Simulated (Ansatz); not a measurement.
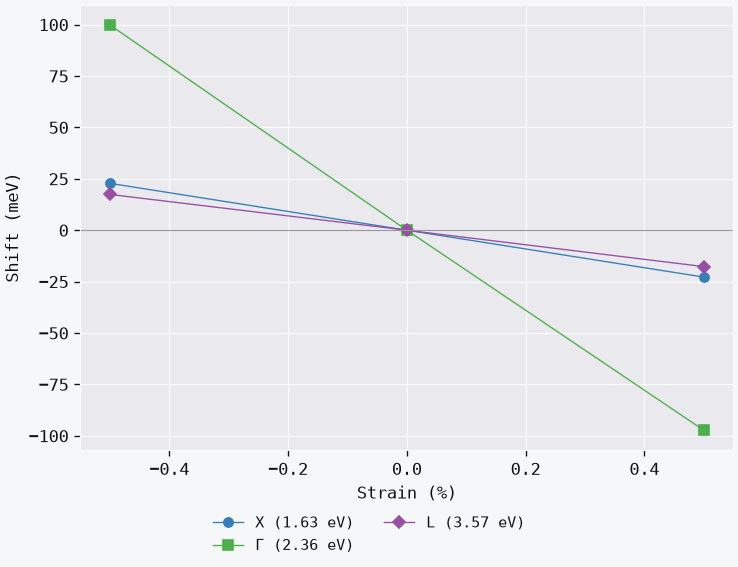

Shifts of the lowest conduction level at the points named, against the centre of the valence top at Γ (unstrained energies in the legend).

System: rocksalt MgSe, space group Fm-3m (No. 225), 2 atoms in the primitive cell, in a cell relaxed beforehand; cubic a = 5.451 Å. Here all lengths are changed by ±0.5 %, and the atoms are carried along without relaxing. Ansatz 0.2.0; PBEsol, all-electron LAPW, spin-orbit coupling, no magnetisation, 8×8×8 k mesh.

### How fast does each conduction level move?

For each 1 % of strain: −46 meV at X, −197 meV at Γ and −35 meV at L. Over dlnV = 3 % that gives deformation potentials of −1.5 eV at X, −6.6 eV at Γ and −1.2 eV at L, against the valence top.

LDA, GGA and most meta-GGA functionals understate gaps.
